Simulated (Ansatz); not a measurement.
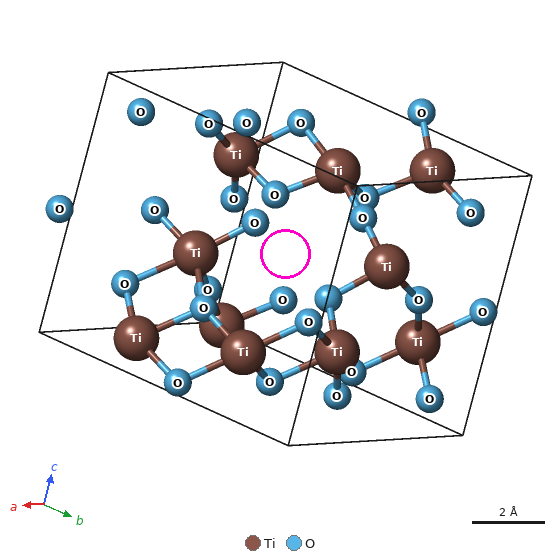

Structure drawing (ball-and-stick), viewed from a general direction. The edges of the supercell are marked. The host is TiO2, in a cell of 30 sites, and the cell carries a charge of -3. A ring marks the defect's site.

### How does this supercell depart from the perfect host?

A titanium vacancy. Around the empty site lie six O at about 2.0 to 2.4 Å.

The atoms were relaxed in the host's cell with Ansatz, DFT PBE+U, scalar-relativistic, plane waves, PAW.
